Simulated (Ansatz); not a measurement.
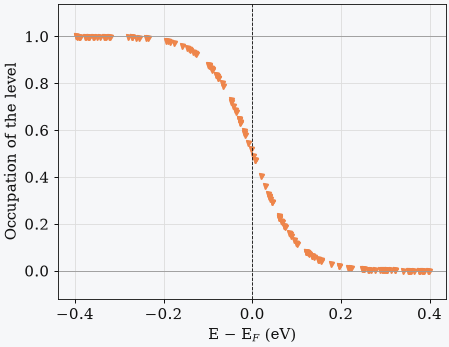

Occupations of the one-electron levels of the k mesh against their energy, from a run on Na, space group P-1, 2 atoms in the cell, with Ansatz.

Which smearing scheme was used (Fermi-Dirac, Gaussian, Methfessel-Paxton or cold), and about what width?

Fermi-Dirac smearing with a width of 0.05 eV. The occupations stay between 0 and 1 and have long exponential tails; the slope at the Fermi level is 1/(4 × width).
